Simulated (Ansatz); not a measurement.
# Run report: ZrSiO$_{4}$, band-structure calculation (part 2 of 2)

ZrSiO$_{4}$ (12 atoms in the cell); DFT, dielectric-dependent PBE0 (fraction 1/eps_inf of PBE), plane waves, PAW, no spin polarisation (Ansatz 0.2.0); cutoff 420 eV, 4×4×4 k-mesh, fixed occupations. The structure derives from an entry of the Crystallography Open Database. The geometry comes from this level: r2SCAN.

Geometry of the input (Å; fractional positions):
```
-3.3118  3.3118  2.9943
3.3118  -3.3118  2.9943
3.3118  3.3118  -2.9943
Zr 0.7500  0.2500  0.5000
Zr 0.0000  0.0000  0.0000
Si 0.2500  0.7500  0.5000
Si 0.5000  0.5000  0.0000
O  0.1369  0.3209  0.8160
O  0.0709  0.7549  0.6840
O  0.5049  0.3209  0.1840
O  0.0709  0.3869  0.3160
O  0.6131  0.9291  0.6840
O  0.6791  0.8631  0.1840
O  0.2451  0.9291  0.3160
O  0.6791  0.4951  0.8160
```

Output, continued
```
--- Forces (eV/Å), atoms counted from 1 ---
  atom   1  Zr    -0.00000000    -0.00000000     0.00000000
  atom   2  Zr     0.00000000    -0.00000000     0.00000000
  atom   3  Si     0.00000000    -0.00000000     0.00000000
  atom   4  Si     0.00000000    -0.00000000     0.00000000
  atom   5  O      0.00000000     0.01684762    -0.06775577
  atom   6  O     -0.01684762    -0.00000000    -0.06775577
  atom   7  O      0.00000000    -0.01684762    -0.06775577
  atom   8  O      0.01684762     0.00000000    -0.06775577
  atom   9  O     -0.00000000    -0.01684762     0.06775577
  atom  10  O     -0.01684762    -0.00000000     0.06775577
  atom  11  O     -0.00000000     0.01684762     0.06775577
  atom  12  O      0.01684762     0.00000000     0.06775577
  max |Σ_I F_I| component: 1.33e-17 eV/Å
--- Stress (GPa, compression-positive) ---
       -1.118750      -0.000000       0.000000
       -0.000000      -1.118750       0.000000
       -0.000000      -0.000000      -1.694118
  P = ⅓ Tr σ = -1.3105 GPa (-13.105 kbar)
--- Band table (eV; the first three rows and the last of 13) ---
  k-point 0: bands = ["-43.8532", "-43.8226", "-20.8210", "-20.8210", "-20.6732", "-20.6165", "-20.4923", "-20.4923", "-14.0663", "-13.1357", "-12.2154", "-11.9801", "-11.6400", "-11.6400", "-11.4154", "-11.4154", "-1.3777", "0.2601", "0.4239", "0.9475", "0.9475", "1.6288", "2.1641", "2.1951", "3.2090", "3.2365", "3.2365", "3.4217", "3.9407", "3.9407", "4.8298", "4.8298", "5.6231", "5.6473", "5.6473", "5.8415", "5.8757", "5.9291", "5.9291", "6.4762", "13.8940", "14.2495", "14.3071", "14.3071", "15.1791", "15.4030", "15.4066"]
  k-point 1: bands = ["-43.8488", "-43.8271", "-20.8364", "-20.7801", "-20.6995", "-20.6008", "-20.5492", "-20.4649", "-13.8271", "-13.1335", "-12.1021", "-11.9429", "-11.7664", "-11.7036", "-11.6465", "-11.5359", "-0.9002", "0.5357", "0.8232", "0.9078", "0.9722", "2.1188", "2.2922", "2.4947", "2.5072", "2.6053", "3.3603", "3.5462", "3.7675", "4.0463", "4.6818", "5.0103", "5.2868", "5.3960", "5.4805", "5.5621", "5.6068", "5.7595", "5.8633", "6.2189", "13.7533", "13.9107", "14.3055", "14.3229", "15.1988", "15.2462", "15.6549"]
  k-point 2: bands = ["-43.8379", "-43.8379", "-20.8016", "-20.8016", "-20.6725", "-20.6725", "-20.4985", "-20.4985", "-13.3404", "-13.3404", "-11.9026", "-11.9026", "-11.8435", "-11.8435", "-11.8154", "-11.8154", "0.1260", "0.1260", "1.3951", "1.3951", "1.5024", "1.5024", "1.8634", "1.8634", "2.9327", "2.9327", "3.5379", "3.5379", "3.8603", "3.8603", "4.4112", "4.4112", "5.1227", "5.1227", "5.4615", "5.4615", "5.5079", "5.5079", "5.8410", "5.8410", "13.6641", "13.6641", "14.6562", "14.6562", "14.6783", "14.6783", "16.0967"]
  k-point 12: bands = ["-43.8379", "-43.8379", "-20.8466", "-20.8466", "-20.6486", "-20.6486", "-20.4717", "-20.4717", "-13.5658", "-13.5658", "-12.1519", "-12.1519", "-11.5441", "-11.5441", "-11.5202", "-11.5202", "-0.7593", "-0.7593", "1.2099", "1.2099", "1.4729", "1.4729", "2.6667", "2.6667", "3.2427", "3.2427", "3.4668", "3.4668", "4.5480", "4.5480", "4.6274", "4.6274", "4.9093", "4.9093", "5.0184", "5.0184", "5.3219", "5.3219", "5.6824", "5.6824", "14.4045", "14.4045", "14.7750", "14.7750", "14.8118", "14.8118", "15.6272"]
```

File rho_z.tsv
```
# z_ang	rho[e/angstrom^3]
# format = ansatz-planar-average/11
# lattice	-3.311782876	3.311782876	2.994283887
# lattice	3.311782876	-3.311782876	2.994283887
# lattice	3.311782876	3.311782876	-2.994283887
# sites	12
# site	40	0.000000000	3.311782876	1.497141943
# site	40	0.000000000	0.000000000	0.000000000
# site	14	3.311782876	0.000000000	1.497141943
# site	14	0.000000000	0.000000000	2.994283887
# site	8	3.311782876	2.092855066	-1.072518294
# site	8	4.530710686	0.000000000	0.424623649
# site	8	0.000000000	1.218927810	1.921765593
# site	8	2.092855066	-0.000000000	0.424623649
# site	8	3.311782876	1.218927810	2.569660238
# site	8	1.218927810	0.000000000	4.066802181
# site	8	3.311782876	-1.218927810	2.569660238
# site	8	2.092855066	3.311782876	1.072518294
0.000000	4.399741e-1
0.138973	4.485535e-1
0.277946	4.726561e-1
0.416919	5.106832e-1
0.555892	5.612669e-1
0.694865	6.178319e-1
0.833837	6.698511e-1
0.972810	7.101109e-1
1.111783	7.386361e-1
1.250756	7.577926e-1
1.389729	7.651498e-1
1.528702	7.577926e-1
1.667675	7.386361e-1
1.806648	7.101109e-1
1.945621	6.698511e-1
2.084594	6.178319e-1
2.223566	5.612669e-1
2.362539	5.106832e-1
2.501512	4.726561e-1
2.640485	4.485535e-1
2.779458	4.399741e-1
2.918431	4.485535e-1
3.057404	4.726561e-1
3.196377	5.106832e-1
3.335350	5.612669e-1
3.474323	6.178319e-1
3.613295	6.698511e-1
3.752268	7.101109e-1
3.891241	7.386361e-1
4.030214	7.577926e-1
4.169187	7.651498e-1
4.308160	7.577926e-1
4.447133	7.386361e-1
4.586106	7.101109e-1
4.725079	6.698511e-1
4.864052	6.178319e-1
5.003024	5.612669e-1
5.141997	5.106832e-1
5.280970	4.726561e-1
5.419943	4.485535e-1
```

File v_z.tsv
```
# z_ang	v_es[eV]	v_tot[eV]
# format = ansatz-planar-average/11
# xc	{"exchange":"pbe","correlation":"pbe","exx":{"coeff":0.24102788229419966,"omega":null}}
# density_cutoff_ev	1680
# datasets	Zr=:simpson_from_first_knot:soft:fock:shift=0	Si=:simpson_from_first_knot:soft:fock:shift=0	O=:simpson_from_first_knot:soft:fock:shift=0
# lattice	-3.311782876	3.311782876	2.994283887
# lattice	3.311782876	-3.311782876	2.994283887
# lattice	3.311782876	3.311782876	-2.994283887
# sites	12
# site	40	0.000000000	3.311782876	1.497141943
# site	40	0.000000000	0.000000000	0.000000000
# site	14	3.311782876	0.000000000	1.497141943
# site	14	0.000000000	0.000000000	2.994283887
# site	8	3.311782876	2.092855066	-1.072518294
# site	8	4.530710686	0.000000000	0.424623649
# site	8	0.000000000	1.218927810	1.921765593
# site	8	2.092855066	-0.000000000	0.424623649
# site	8	3.311782876	1.218927810	2.569660238
# site	8	1.218927810	0.000000000	4.066802181
# site	8	3.311782876	-1.218927810	2.569660238
# site	8	2.092855066	3.311782876	1.072518294
0.000000	1.911763e0	-6.215834e0
0.138973	2.100596e0	-6.035775e0
0.277946	2.362612e0	-5.838380e0
0.416919	2.622746e0	-5.709120e0
0.555892	3.122814e0	-5.351369e0
0.694865	3.806412e0	-4.814316e0
0.833837	4.555196e0	-4.234392e0
0.972810	5.027257e0	-3.936585e0
1.111783	5.034149e0	-4.082374e0
1.250756	4.957544e0	-4.262250e0
1.389729	4.947020e0	-4.308011e0
1.528702	4.957544e0	-4.262250e0
1.667675	5.034149e0	-4.082374e0
1.806648	5.027257e0	-3.936585e0
1.945621	4.555196e0	-4.234392e0
2.084594	3.806412e0	-4.814316e0
2.223566	3.122814e0	-5.351369e0
2.362539	2.622746e0	-5.709120e0
2.501512	2.362612e0	-5.838380e0
2.640485	2.100596e0	-6.035775e0
2.779458	1.911763e0	-6.215834e0
2.918431	2.100596e0	-6.035775e0
3.057404	2.362612e0	-5.838380e0
3.196377	2.622746e0	-5.709120e0
3.335350	3.122814e0	-5.351369e0
3.474323	3.806412e0	-4.814316e0
3.613295	4.555196e0	-4.234392e0
3.752268	5.027257e0	-3.936585e0
3.891241	5.034149e0	-4.082374e0
4.030214	4.957544e0	-4.262250e0
4.169187	4.947020e0	-4.308011e0
4.308160	4.957544e0	-4.262250e0
4.447133	5.034149e0	-4.082374e0
4.586106	5.027257e0	-3.936585e0
4.725079	4.555196e0	-4.234392e0
4.864052	3.806412e0	-4.814316e0
5.003024	3.122814e0	-5.351369e0
5.141997	2.622746e0	-5.709120e0
5.280970	2.362612e0	-5.838380e0
5.419943	2.100596e0	-6.035775e0
```

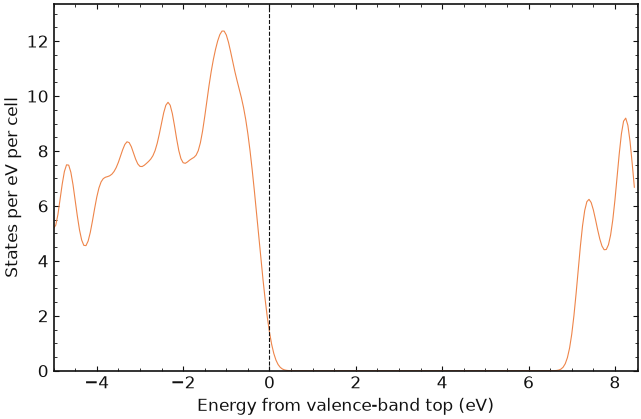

Figure 1. Density of states (the curve is built from the levels of the k mesh with Gaussians 0.4 eV wide, which also blur the band edges), with energies from the valence-band top. There is a gap of 7.15 eV on the k-point mesh. Small ripples come from the finite k-point mesh.

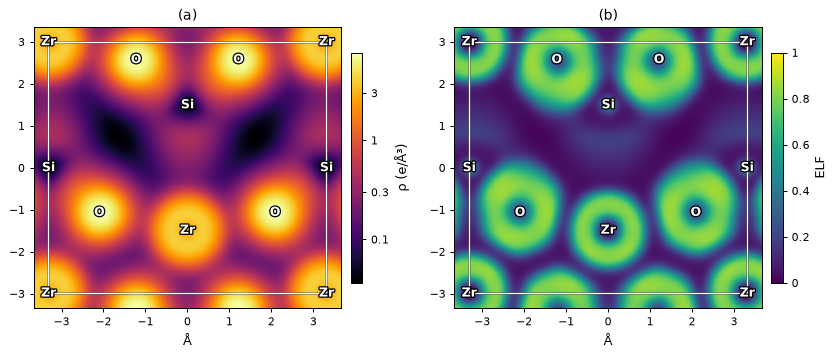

Figure 2. (a) valence charge density (pseudo); (b) electron localisation function on the (010) plane of the conventional cell. Zr–O (2.14 Å): ρ is about 0.59 e/Å³ halfway; the ELF peaks at about 0.85 in the valence shell of O, 0.6 Å from its nucleus, and drops to about 0.20 between the two atoms. Zr–O (2.28 Å): the density is about 0.44 e/Å³ at the midpoint; the ELF peaks at about 0.85 in the valence shell of O, 0.7 Å from its nucleus, and drops to about 0.15 between the two atoms. Away from the nuclei the density in this plane falls to 0.04 e/Å³ at its lowest. The strong features right at Zr lie inside the PAW spheres (semicore, d or f shells) and say nothing about bonding. Core electrons are frozen (PAW), so the fields are smoothed inside the atomic spheres.

Key numbers

```json
{"quantity": "outcome", "value": "converged"}
{"quantity": "space group (tolerance 0.01 Å)", "value": "I4₁/amd (141)"}
{"quantity": "electrons treated", "value": "80"}
{"quantity": "free energy", "value": "−14201.8262 eV"}
{"quantity": "Fermi energy", "value": "6.476 eV"}
{"quantity": "gap on the k-point mesh", "value": "7.15 eV"}
{"quantity": "pressure", "value": "−1.31 GPa"}
{"quantity": "largest force (length of the vector)", "value": "0.070 eV/Å"}
{"quantity": "wall time", "value": "2.8 min (CPU time 11 min)"}
{"quantity": "peak memory", "value": "2.4 GiB"}
```

The program warns: the exchange loop's threshold is looser than advised for the stress; the SCF threshold is looser than advised for the printed stress.
